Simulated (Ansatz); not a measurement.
**Geometry relaxation of Na4HCl5 (part 3 of 3)**

Na4HCl5 (slab, 20 atoms in the cell); DFT PBE, scalar-relativistic, plane waves, PAW, no spin polarisation (Ansatz 0.2.0); cutoff 420 eV, 2×2×1 k-mesh, Gaussian smearing of 0.05 eV. The structure derives from an entry of the Crystallography Open Database. The input holds or restrains some coordinates. It belongs to a series of runs on one base structure; here: 2 HCl a cell, upright, over a hollow Na-Na-Na site.

Geometry of the input (Å; fractional positions):
```
8.0548  0.0000  0.0000
-4.0274  6.9756  0.0000
0.0000  0.0000  24.2153
Cl 0.1667  0.3333  0.3304
Cl 0.1667  0.8333  0.3304
Cl 0.6667  0.3333  0.3304
Cl 0.6667  0.8333  0.3304
Na 0.3333  0.1667  0.3983
Na 0.3333  0.6667  0.3983
Na 0.8333  0.1667  0.3983
Na 0.8333  0.6667  0.3983
Cl 0.5000  0.5000  0.4974
Cl 0.5000  0.0000  0.4974
Cl -0.0000  0.5000  0.4974
Cl 0.0000  0.0000  0.4974
Na 0.6667  0.3333  0.5416
Na 0.6667  0.8333  0.5416
Na 0.1667  0.3333  0.5416
Na 0.1667  0.8333  0.5416
Cl 0.3333  0.6667  0.6490
H  0.3333  0.6667  0.7020
Cl 0.8333  1.1667  0.6490
H  0.8333  1.1667  0.7020
```

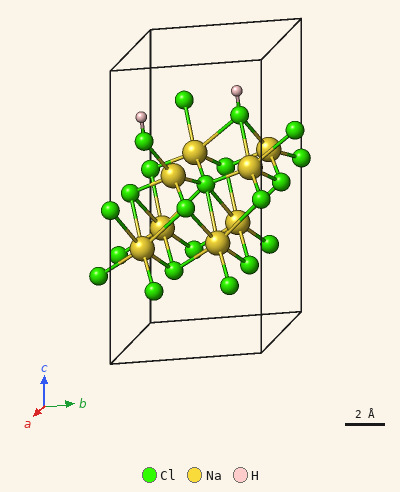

Figure 1. The geometry at step 3 of the log (ball-and-stick view of the cell of the calculation, with the vacuum cut short, seen slightly off an axis; bonded neighbours outside the cell are drawn too).

**What the program printed, continued**
```
relax step   6: F+E_penalty+E_count = -22740.42708676 eV  Δ(F+E_penalty+E_count) = -1.597e-3 eV  max|allowed force component| = 3.771e-2 eV/Å  Δτ_max = 0.0700 Å  (9 SCF iters, accepted)
WARN: The output density's exchange-correlation potential varies sharply where the density is thin. Do not read a vacuum level from v_tot or v_xc, or from such a field of the output density. On a cell that repeats whose density bears no net charge and no dipole along the vacuum's axis use v_es (v_loc + v_h of the components); under efield.dipole_correction with no amplitude use v_es + v_field, which holds any external_charges[].barrier, or the levels of the report's work_function block, which leave it out; under a non-zero efield.amplitude the vacuum is tilted and has no level; on a cell that repeats and bears such a dipole with no correction it is tilted too, and efield.dipole_correction with no amplitude gives each side of its ramp a level where efield: is served; in a cell that repeats whose density bears a net charge (total_charge, or a fill off its count) it is curved and has none; of a slab under crystal.periodic whose density bears no net charge use v_es, which has a level on each side, short of where the two are joined; of another it falls or rises all the way out and has none; of a slab beside external_charges read slab_vacuum_level instead, which it has where they leave it neutral. The grid or the basis barely resolves most such structure, and the values can differ between equally converged runs; as a rule a tighter scf.convergence.dr2_threshold does not remove it. Where the density itself ripples (under the LDA too) a higher basis.ecutwfc lessens it. The files hold the spikes' plane waves up to the density's cutoff. Files: v_tot_of_output_density and the like, and their columns of v_z.tsv (output.write_potential); v_xc_of_output_density and the like, and their columns of v_comp_z.tsv (output.write_potential_components). Measured: with its Gaussian average of σ = 0.25 Å subtracted twice, the exchange-correlation potential is over 0.1 eV at 4972 of the grid points where the equally averaged density (valence and model cores) is under 1e-3 e/Å³, and 0.537 eV at the most among them, at an averaged density of 6.3e-4 e/Å³. The input density's (outcome.potential() and, of a run that writes arrays, v_tot and v_xc) is over 0.1 eV, so measured, at 4974 points of its own thin density, 0.539 eV at the most. See output.write_potential in the manual, Limitations
SCF converged after 9 iterations
Free energy (F): -22740.427087 eV
Harris-Foulkes:  -22740.427087 eV  (|F-HF|=1.65e-8)
Internal energy: -22740.407915 eV  (E = F + TS)
E sigma→0 (E₀):  -22740.417501 eV
Entropy (-TS):   -0.019172 eV (-0.959 meV/atom)
Fermi energy:    -2.098761 eV
Dipole field:    D = 0.248628 V/Å  (p = 1.869455 e·Å, saw-weighted, corrected)
Work function:   Φ+ = 2.4093 eV   Φ− = 8.4299 eV
Levels:          The Fermi level and band energies are counted from a zero that moves with the ramp; work functions are not
--- Per-component energies (eV) ---
  E_band       = -2817.589633
  E_kinetic    = 2598.531489
  E_local      = -70948.540623  (includes V_loc(G=0)·N_el)
  E_nonlocal   = 1208.935724
  E_hartree    = 33105.332171
  E_xc         = -1399.125374
  E_vxc        = -1640.927111  (∫ρ·V_xc dr)
  E_paw        = -8698.508957  (= ΣΔE_a)
  E_vpaw       = -287.730192  (= ΣTr[D̂ρ^β])
  E_aug_tail   = -0.001443  (compensation charges beyond the density's cutoff)
  E_efield     = 0.232400  (sawtooth field / dipole correction)
  E_vefield    = 41.496122  (∫n·V_field dr)
  E_ewald      = 21392.736698
  E_smearing   = -0.019172  (= −TS)
  E_closure    = 0.000000  (closes the sum)
  Σ components = -22740.427087   (vs F -22740.427087, Δ=0.00e0)
--- Forces (eV/Å), atoms counted from 1 ---
  atom   1  Cl     0.03763987    -0.02173139     1.21812905
  atom   2  Cl    -0.03416746     0.01972659     1.25401861
  atom   3  Cl    -0.03416746     0.01972659     1.25401861
  atom   4  Cl     0.03763987    -0.02173139     1.21812905
  atom   5  Na     0.00934211    -0.00539367    -1.27942420
  atom   6  Na     0.00035296    -0.00020378    -1.20020628
  atom   7  Na     0.00035296    -0.00020378    -1.20020628
  atom   8  Na     0.00934211    -0.00539367    -1.27942420
  atom   9  Cl     0.02525310    -0.01457988     0.00468769
  atom  10  Cl    -0.03164007     0.01826740     0.03770517
  atom  11  Cl    -0.03164007     0.01826740     0.03770517
  atom  12  Cl     0.02525310    -0.01457988     0.00468769
  atom  13  Na     0.02079898    -0.01200829    -0.02871540
  atom  14  Na    -0.02425576     0.01400407    -0.00581123
  atom  15  Na    -0.02425576     0.01400407    -0.00581123
  atom  16  Na     0.02079898    -0.01200829    -0.02871540
  atom  17  Cl    -0.00168414     0.00097234     0.00128852
  atom  18  H     -0.00164585     0.00095023    -0.00164556
  atom  19  Cl    -0.00168414     0.00097234     0.00128852
  atom  20  H     -0.00164585     0.00095023    -0.00164556
  max |Σ_I F_I| component: 5.27e-5 eV/Å
--- Band table (eV) ---
  k-point 0: bands = ["-55.4917", "-55.4915", "-55.4438", "-55.4436", "-53.2047", "-53.2045", "-53.0296", "-53.0294", "-27.4249", "-27.4227", "-27.4218", "-27.4211", "-27.4166", "-27.4034", "-27.3975", "-27.3958", "-27.3710", "-27.3580", "-27.3557", "-27.3557", "-25.1208", "-25.1156", "-25.1141", "-25.1115", "-25.1102", "-25.1092", "-24.9456", "-24.9448", "-24.9419", "-24.9393", "-24.9373", "-24.9320", "-21.2669", "-21.2077", "-18.4944", "-18.3200", "-18.3127", "-18.2998", "-14.5257", "-14.3701", "-14.3641", "-14.3585", "-11.8479", "-11.7639", "-8.8232", "-8.5221", "-8.3872", "-8.0383", "-7.5555", "-7.4685", "-7.4532", "-7.0110", "-6.7051", "-6.6665", "-6.6140", "-6.5087", "-6.4767", "-6.4595", "-6.2811", "-6.2361", "-3.3409", "-3.3409", "-3.3361", "-3.1579", "-2.7544", "-2.7391", "-2.7232", "-2.3423", "-2.3395", "-2.3363", "-2.3154", "-2.0786", "-2.0784", "-1.4815", "-1.0419", "-0.4446", "0.3159", "0.3475", "0.8909", "0.9645", "1.2301", "1.3214", "1.4431", "1.5174", "1.6656", "1.7498", "1.9968", "2.0694", "2.3126", "2.4219", "2.5536", "2.5849"]
  k-point 1: bands = ["-55.4916", "-55.4916", "-55.4437", "-55.4437", "-53.2046", "-53.2046", "-53.0295", "-53.0295", "-27.4238", "-27.4238", "-27.4189", "-27.4189", "-27.4116", "-27.4116", "-27.3969", "-27.3969", "-27.3641", "-27.3641", "-27.3569", "-27.3569", "-25.1163", "-25.1163", "-25.1147", "-25.1147", "-25.1096", "-25.1096", "-24.9453", "-24.9453", "-24.9384", "-24.9384", "-24.9370", "-24.9370", "-21.2375", "-21.2375", "-18.4052", "-18.4052", "-18.3100", "-18.3100", "-14.4466", "-14.4466", "-14.3642", "-14.3642", "-11.8066", "-11.8066", "-8.4704", "-8.4704", "-8.4445", "-8.4445", "-7.2756", "-7.2756", "-6.9735", "-6.9735", "-6.8709", "-6.8709", "-6.7351", "-6.7351", "-6.6269", "-6.6269", "-6.3719", "-6.3719", "-3.1280", "-3.1280", "-2.9856", "-2.9856", "-2.7373", "-2.7373", "-2.7218", "-2.7218", "-2.6244", "-2.6244", "-2.2128", "-2.2128", "-1.8565", "-1.8565", "-0.4639", "-0.4639", "0.1992", "0.1992", "1.0243", "1.0243", "1.1716", "1.1716", "1.3955", "1.3955", "1.6065", "1.6065", "2.2462", "2.2462", "2.6048", "2.6048", "2.7745", "2.7745"]
  k-point 2: bands = ["-55.4917", "-55.4915", "-55.4438", "-55.4436", "-53.2047", "-53.2045", "-53.0296", "-53.0294", "-27.4250", "-27.4227", "-27.4204", "-27.4189", "-27.4160", "-27.4033", "-27.3979", "-27.3962", "-27.3717", "-27.3598", "-27.3567", "-27.3558", "-25.1207", "-25.1156", "-25.1141", "-25.1115", "-25.1099", "-25.1090", "-24.9459", "-24.9449", "-24.9420", "-24.9394", "-24.9373", "-24.9320", "-21.2668", "-21.2077", "-18.4251", "-18.3842", "-18.3202", "-18.3006", "-14.4520", "-14.4405", "-14.3704", "-14.3588", "-11.8485", "-11.7632", "-8.8252", "-8.5296", "-8.3815", "-8.0381", "-7.3531", "-7.2706", "-7.1340", "-6.9631", "-6.8199", "-6.7940", "-6.7113", "-6.6937", "-6.6602", "-6.5598", "-6.4113", "-6.3074", "-3.1265", "-3.1254", "-3.0151", "-2.9627", "-2.7477", "-2.7320", "-2.7213", "-2.7198", "-2.6293", "-2.6169", "-2.2162", "-2.2096", "-2.0931", "-1.5126", "-0.7916", "0.0798", "0.0864", "0.3989", "0.5883", "0.8308", "0.9922", "1.1356", "1.2308", "1.4517", "1.4786", "1.6016", "1.9146", "2.2073", "2.3735", "2.4280", "2.5754", "2.6606"]
--- Relaxed structure (6 steps of the walk, 6 accepted, 0 SCFs on fresh bases) ---
  F+E_penalty+E_count = -22740.42708676 eV   max|allowed force component| = 3.771e-2 eV/Å
  atoms:
    - { symbol: Cl, position: [0.1666666667, 0.33333333329999987, 0.3303694723] }
    - { symbol: Cl, position: [0.16666666669999997, 0.8333333332999999, 0.3303694723] }
    - { symbol: Cl, position: [0.6666666666999999, 0.3333333332999999, 0.3303694723] }
    - { symbol: Cl, position: [0.6666666666999999, 0.8333333332999999, 0.3303694723] }
    - { symbol: Na, position: [0.3333333333, 0.16666666669999997, 0.39826745309999995] }
    - { symbol: Na, position: [0.3333333333, 0.6666666666999999, 0.39826745309999995] }
    - { symbol: Na, position: [0.8333333333000001, 0.16666666669999997, 0.39826745309999995] }
    - { symbol: Na, position: [0.8333333333000001, 0.6666666667, 0.39826745309999995] }
    - { symbol: Cl, position: [0.49933736575111903, 0.5006626342488808, 0.513025606601092] }
    - { symbol: Cl, position: [0.5111001546871103, -0.011100154687110234, 0.4878331053578451] }
    - { symbol: Cl, position: [0.01110015468711023, 0.48889984531288977, 0.4878331053578451] }
    - { symbol: Cl, position: [-0.0006626342488809892, 0.0006626342488809897, 0.513025606601092] }
    - { symbol: Na, position: [0.6772104650750819, 0.3227895349249179, 0.5331401982047621] }
    - { symbol: Na, position: [0.6596653329936231, 0.8403346670063767, 0.5548956663870986] }
    - { symbol: Na, position: [0.15966533299362318, 0.34033466700637677, 0.5548956663870986] }
    - { symbol: Na, position: [0.1772104650750818, 0.8227895349249179, 0.5331401982047621] }
    - { symbol: Cl, position: [0.31452275671272373, 0.685477243287276, 0.6386505111143599] }
    - { symbol: H, position: [0.32765614078430905, 0.6723438592156908, 0.6940979285505414] }
    - { symbol: Cl, position: [0.8145227567127239, 1.185477243287276, 0.6386505111143599] }
    - { symbol: H, position: [0.8276561407843092, 1.1723438592156907, 0.6940979285505414] }
```

**Trajectory as extended XYZ (Å, eV, eV/Å), 6 frames, from step=1 to step=6**
```
20
Lattice="8.0548 0.0000 0.0000 -4.0274 6.9756 0.0000 0.0000 0.0000 24.2153" Properties=species:S:1:pos:R:3:forces:R:3 step=1 energy=-22740.29275
Cl    0.0000    2.3252    8.0000    0.0007  -0.0004   1.2773
Cl   -2.0137    5.8130    8.0000   -0.0007   0.0004   1.2742
Cl    4.0274    2.3252    8.0000   -0.0007   0.0004   1.2742
Cl    2.0137    5.8130    8.0000    0.0007  -0.0004   1.2773
Na    2.0137    1.1626    9.6442    0.0035  -0.0020  -1.2816
Na    0.0000    4.6504    9.6442   -0.0035   0.0020  -1.2799
Na    6.0411    1.1626    9.6442   -0.0035   0.0020  -1.2799
Na    4.0274    4.6504    9.6442    0.0035  -0.0020  -1.2816
Cl    2.0137    3.4878   12.0451    0.0243  -0.0140   0.0237
Cl    4.0274    0.0000   12.0451   -0.0228   0.0132  -0.0180
Cl   -2.0137    3.4878   12.0451   -0.0228   0.0132  -0.0180
Cl    0.0000    0.0000   12.0451    0.0243  -0.0140   0.0237
Na    4.0274    2.3252   13.1158    0.0347  -0.0200  -0.0014
Na    2.0137    5.8130   13.1158   -0.0332   0.0192   0.0541
Na    0.0000    2.3252   13.1158   -0.0332   0.0192   0.0541
Na   -2.0137    5.8130   13.1158    0.0347  -0.0200  -0.0014
Cl    0.0000    4.6504   15.7158   -0.0025   0.0014  -1.1630
H     0.0000    4.6504   16.9986   -0.0003   0.0002   1.1147
Cl    2.0137    8.1382   15.7158   -0.0025   0.0014  -1.1630
H     2.0137    8.1382   16.9986   -0.0003   0.0002   1.1147
20
Lattice="8.0548 0.0000 0.0000 -4.0274 6.9756 0.0000 0.0000 0.0000 24.2153" Properties=species:S:1:pos:R:3:forces:R:3 step=2 energy=-22740.35256
Cl    0.0000    2.3252    8.0000    0.0022  -0.0013   1.2685
Cl   -2.0137    5.8130    8.0000   -0.0021   0.0012   1.2641
Cl    4.0274    2.3252    8.0000   -0.0021   0.0012   1.2641
Cl    2.0137    5.8130    8.0000    0.0022  -0.0013   1.2685
Na    2.0137    1.1626    9.6442    0.0040  -0.0023  -1.2580
Na    0.0000    4.6504    9.6442   -0.0040   0.0023  -1.2571
Na    6.0411    1.1626    9.6442   -0.0040   0.0023  -1.2571
Na    4.0274    4.6504    9.6442    0.0040  -0.0023  -1.2580
Cl    2.0164    3.4862   12.0916    0.0211  -0.0122   0.0271
Cl    4.0288   -0.0008   12.0529   -0.0154   0.0089  -0.0524
Cl   -2.0123    3.4870   12.0529   -0.0154   0.0089  -0.0524
Cl    0.0027   -0.0016   12.0916    0.0211  -0.0122   0.0271
Na    4.0430    2.3162   13.1360    0.0127  -0.0073  -0.0101
Na    2.0024    5.8195   13.1628   -0.0154   0.0089   0.0349
Na   -0.0113    2.3317   13.1628   -0.0154   0.0089   0.0349
Na   -1.9981    5.8040   13.1360    0.0127  -0.0073  -0.0101
Cl   -0.0188    4.6613   15.5222   -0.0105   0.0061  -0.7151
H    -0.0026    4.6519   16.8261    0.0075  -0.0043   0.6969
Cl    1.9949    8.1491   15.5222   -0.0105   0.0061  -0.7151
H     2.0111    8.1397   16.8261    0.0075  -0.0043   0.6969
20
Lattice="8.0548 0.0000 0.0000 -4.0274 6.9756 0.0000 0.0000 0.0000 24.2153" Properties=species:S:1:pos:R:3:forces:R:3 step=3 energy=-22740.39718
Cl    0.0000    2.3252    8.0000    0.0092  -0.0053   1.2348
Cl   -2.0137    5.8130    8.0000   -0.0088   0.0051   1.2274
Cl    4.0274    2.3252    8.0000   -0.0088   0.0051   1.2274
Cl    2.0137    5.8130    8.0000    0.0092  -0.0053   1.2348
Na    2.0137    1.1626    9.6442    0.0080  -0.0046  -1.2188
Na    0.0000    4.6504    9.6442   -0.0076   0.0044  -1.2113
Na    6.0411    1.1626    9.6442   -0.0076   0.0044  -1.2113
Na    4.0274    4.6504    9.6442    0.0080  -0.0046  -1.2188
Cl    2.0172    3.4858   12.1558    0.0203  -0.0117   0.0240
Cl    4.0373   -0.0057   11.9799    0.0029  -0.0017  -0.0914
Cl   -2.0038    3.4821   11.9799    0.0029  -0.0017  -0.0914
Cl    0.0035   -0.0020   12.1558    0.0203  -0.0117   0.0240
Na    4.0804    2.2946   13.0957   -0.0273   0.0158  -0.0192
Na    1.9711    5.8376   13.2111   -0.0124   0.0072   0.0325
Na   -0.0426    2.3498   13.2111   -0.0124   0.0072   0.0325
Na   -1.9607    5.7824   13.0957   -0.0273   0.0158  -0.0192
Cl   -0.1185    4.7188   15.3646    0.0334  -0.0193   0.1132
H     0.0601    4.6157   16.7055   -0.0177   0.0102  -0.0914
Cl    1.8952    8.2067   15.3646    0.0334  -0.0193   0.1132
H     2.0737    8.1036   16.7055   -0.0177   0.0102  -0.0914
20
Lattice="8.0548 0.0000 0.0000 -4.0274 6.9756 0.0000 0.0000 0.0000 24.2153" Properties=species:S:1:pos:R:3:forces:R:3 step=4 energy=-22740.41477
Cl    0.0000    2.3252    8.0000    0.0184  -0.0106   1.2179
Cl   -2.0137    5.8130    8.0000   -0.0183   0.0106   1.2177
Cl    4.0274    2.3252    8.0000   -0.0183   0.0106   1.2177
Cl    2.0137    5.8130    8.0000    0.0184  -0.0106   1.2179
Na    2.0137    1.1626    9.6442    0.0061  -0.0035  -1.2264
Na    0.0000    4.6504    9.6442   -0.0037   0.0022  -1.2034
Na    6.0411    1.1626    9.6442   -0.0037   0.0022  -1.2034
Na    4.0274    4.6504    9.6442    0.0061  -0.0035  -1.2264
Cl    1.9914    3.5007   12.2267    0.0316  -0.0182   0.0325
Cl    4.0486   -0.0122   11.8706   -0.0014   0.0008  -0.0392
Cl   -1.9925    3.4756   11.8706   -0.0014   0.0008  -0.0392
Cl   -0.0222    0.0128   12.2267    0.0316  -0.0182   0.0325
Na    4.1039    2.2811   13.0104   -0.0509   0.0294  -0.0151
Na    1.9142    5.8705   13.2640    0.0396  -0.0228   0.0098
Na   -0.0995    2.3826   13.2640    0.0396  -0.0228   0.0098
Na   -1.9372    5.7689   13.0104   -0.0509   0.0294  -0.0151
Cl   -0.0737    4.6930   15.3910   -0.0128   0.0074   0.0835
H     0.0719    4.6089   16.7405   -0.0085   0.0049  -0.0773
Cl    1.9400    8.1808   15.3910   -0.0128   0.0074   0.0835
H     2.0856    8.0967   16.7405   -0.0085   0.0049  -0.0773
20
Lattice="8.0548 0.0000 0.0000 -4.0274 6.9756 0.0000 0.0000 0.0000 24.2153" Properties=species:S:1:pos:R:3:forces:R:3 step=5 energy=-22740.42549
Cl    0.0000    2.3252    8.0000    0.0346  -0.0200   1.2303
Cl   -2.0137    5.8130    8.0000   -0.0308   0.0178   1.2427
Cl    4.0274    2.3252    8.0000   -0.0308   0.0178   1.2427
Cl    2.0137    5.8130    8.0000    0.0346  -0.0200   1.2303
Na    2.0137    1.1626    9.6442    0.0165  -0.0095  -1.2648
Na    0.0000    4.6504    9.6442   -0.0080   0.0046  -1.2184
Na    6.0411    1.1626    9.6442   -0.0080   0.0046  -1.2184
Na    4.0274    4.6504    9.6442    0.0165  -0.0095  -1.2648
Cl    2.0398    3.4727   12.4187    0.0028  -0.0016  -0.0152
Cl    4.1326   -0.0608   11.8092    0.0135  -0.0078  -0.0012
Cl   -1.9085    3.4271   11.8092    0.0135  -0.0078  -0.0012
Cl    0.0261   -0.0151   12.4187    0.0028  -0.0016  -0.0152
Na    4.1830    2.2354   12.9521   -0.0234   0.0135   0.0007
Na    1.9284    5.8623   13.3669    0.0030  -0.0017   0.0237
Na   -0.0853    2.3745   13.3669    0.0030  -0.0017   0.0237
Na   -1.8581    5.7232   12.9521   -0.0234   0.0135   0.0007
Cl   -0.1780    4.7532   15.4460   -0.0038   0.0022  -0.0032
H    -0.0139    4.6584   16.7880   -0.0043   0.0025   0.0054
Cl    1.8357    8.2410   15.4460   -0.0038   0.0022  -0.0032
H     1.9998    8.1462   16.7880   -0.0043   0.0025   0.0054
20
Lattice="8.0548 0.0000 0.0000 -4.0274 6.9756 0.0000 0.0000 0.0000 24.2153" Properties=species:S:1:pos:R:3:forces:R:3 step=6 energy=-22740.42709
Cl    0.0000    2.3252    8.0000    0.0376  -0.0217   1.2181
Cl   -2.0137    5.8130    8.0000   -0.0342   0.0197   1.2540
Cl    4.0274    2.3252    8.0000   -0.0342   0.0197   1.2540
Cl    2.0137    5.8130    8.0000    0.0376  -0.0217   1.2181
Na    2.0137    1.1626    9.6442    0.0093  -0.0054  -1.2794
Na    0.0000    4.6504    9.6442    0.0004  -0.0002  -1.2002
Na    6.0411    1.1626    9.6442    0.0004  -0.0002  -1.2002
Na    4.0274    4.6504    9.6442    0.0093  -0.0054  -1.2794
Cl    2.0057    3.4924   12.4231    0.0253  -0.0146   0.0047
Cl    4.1615   -0.0774   11.8130   -0.0316   0.0183   0.0377
Cl   -1.8796    3.4104   11.8130   -0.0316   0.0183   0.0377
Cl   -0.0080    0.0046   12.4231    0.0253  -0.0146   0.0047
Na    4.1548    2.2517   12.9102    0.0208  -0.0120  -0.0287
Na    1.9291    5.8619   13.4370   -0.0243   0.0140  -0.0058
Na   -0.0846    2.3740   13.4370   -0.0243   0.0140  -0.0058
Na   -1.8863    5.7395   12.9102    0.0208  -0.0120  -0.0287
Cl   -0.2273    4.7816   15.4651   -0.0017   0.0010   0.0013
H    -0.0686    4.6900   16.8078   -0.0016   0.0009  -0.0016
Cl    1.7864    8.2694   15.4651   -0.0017   0.0010   0.0013
H     1.9451    8.1778   16.8078   -0.0016   0.0009  -0.0016
```

**Results in brief**

- outcome: converged under the restraints of the input
- electrons treated: 144
- free energy: −22740.4271 eV
- work function, top face: 2.41 eV
- work function, bottom face: 8.43 eV
- Fermi energy: −2.099 eV
- gap on the k-point mesh: none (metallic)
- final volume: 1360.59 Å³
- work function (upper face): 2.41 eV
- largest force (length of the vector) at the end, held atoms and coordinates included: 1.279 eV/Å
- hardware: 4 threads of Arm Neoverse V1, 24 GiB of memory available, shared host
- wall time: 49 s (CPU time 3.2 min)
- peak memory: 2 GiB

**Notes**

The program warns: the exchange-correlation potential is rough where the density is thin.
